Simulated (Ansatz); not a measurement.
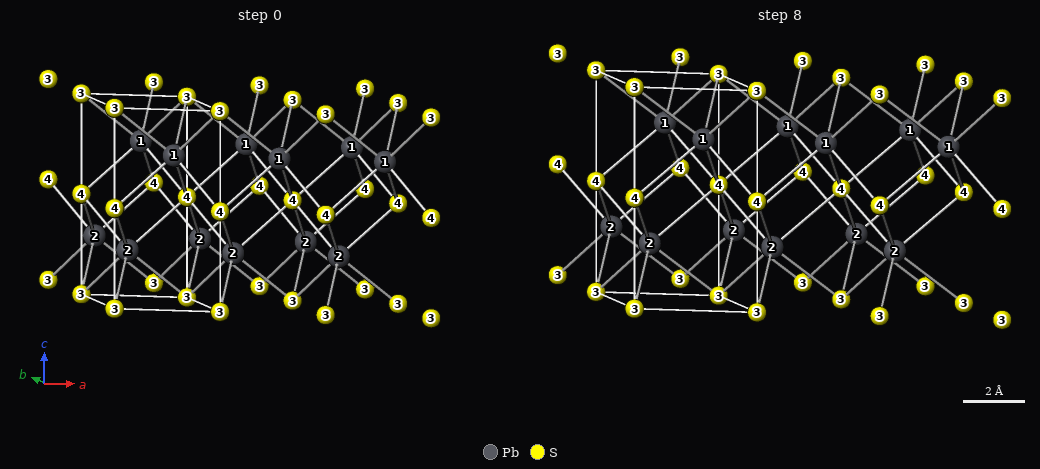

The structure of a crystal of PbS (a generated structure, set up in P6_3/mmc) (coarse preliminary run) before (left) and after (right) a relaxation, at one scale.

Style: ball-and-stick. Shown: the cell of the calculation, repeated 3 × 2 × 1 with one cell outlined, slightly off an axis.

All numbers below come from Ansatz, DFT PBE, scalar-relativistic, plane waves, PAW. Settings: plane-wave cutoff 420 eV; k-point mesh 6 × 6 × 4; occupations gaussian; smearing width 0.1 eV; no spin polarisation; cell and atoms relaxed; force threshold 0.04 eV/Å; at most 70 steps.

> Describe what moved and what it gained.

Over 6 accepted moves (8 points after the start) the energy falls by 880 meV per atom. All forces vanish by symmetry, so only the cell relaxes. Pressure: 45.18 GPa at the start and 0.08 GPa at the end. At 2 points the geometry stayed and the basis and grid were re-selected for the new cell (energy shift of 6.6 meV per atom at most each time). No atom moves by more than 0.005 Å relative to the cell. The drawn cell changes as follows: a = b 3.551 → 4.122 Å (+16.1 %), c 6.666 → 7.359 Å (+10.4 %); the volume changes by +48.8 %. Some distances before and after: Pb1–S3 2.642 → 3.008 Å. Among the angles between lasting bonds that change: S3–Pb2–S4 78.2° → 75.4°, S3–Pb2–S3 84.4° → 86.5°, Pb1–S3–Pb2 95.6° → 93.5°. The space group stays P6_3/mmc (No. 194).
